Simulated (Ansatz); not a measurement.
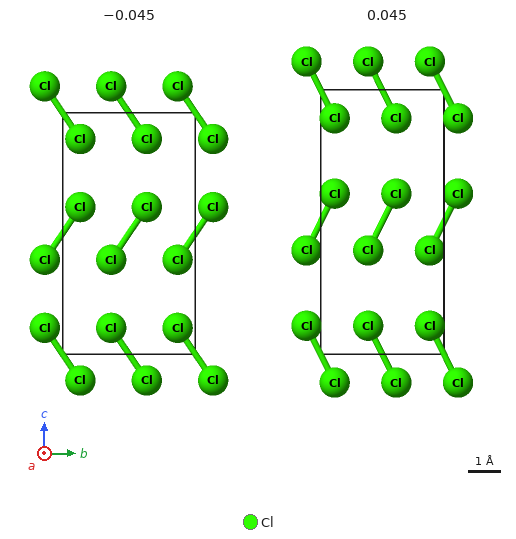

Solid Cl (set up in Cmce), under uniaxial strain along c (a, b and atoms relaxed), with energies (extrapolated to zero smearing) counted from the relaxed crystal, which is the row at zero. The picture shows the first and the last member. The picture is a ball-and-stick view of the cell of the calculation, seen along the a axis.

Computed with Ansatz 0.2.0: DFT PBE+D3(BJ), scalar-relativistic, plane waves, PAW. (plane-wave cutoff 420 eV; k-point mesh 4 × 8 × 4; occupations gaussian; smearing width 0.02 eV; no spin polarisation; force threshold 0.008 eV/Å)

```
strain  energy (meV/atom)  a (Å)  b (Å)  c (Å)  band gap (eV)
−0.045               2.29  6.561  4.250  7.728           2.39
 −0.03               1.06  6.567  4.187  7.849           2.39
−0.015               0.28  6.581  4.124  7.971           2.30
   0.0               0.00  6.591  4.069  8.092           2.19
 0.015               0.28  6.611  4.023  8.214           2.09
  0.03                  ?      ?      ?      ?              ?
 0.045               2.63  6.644  3.948  8.456           1.93
```

> One row is withheld. What does the calculation give there?

A parabola through three neighbouring rows (0.0, 0.015, 0.045) gives, with Lagrange weights, (−0.3333)(0.00) + (1.0000)(0.28) + (0.3333)(2.63) = 1.16 meV/atom. The calculation gives 1.15 meV/atom (a = 6.628 Å, b = 3.979 Å, c = 8.335 Å). The estimate is 0.01 meV/atom too high. For the gap a parabola through the rows 0.0, 0.015, 0.045 gives 2.00 eV, and the calculation 2.00 eV (semilocal gaps, lower than measured ones as a rule).

The whole series:

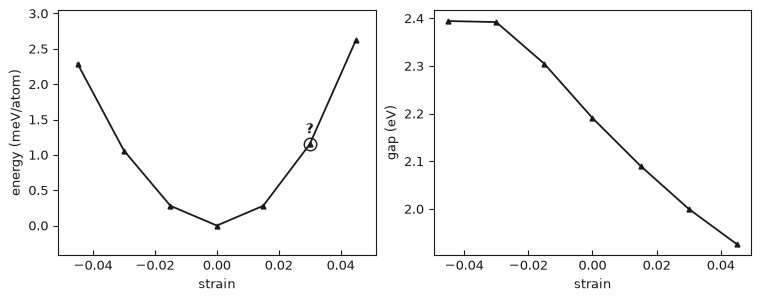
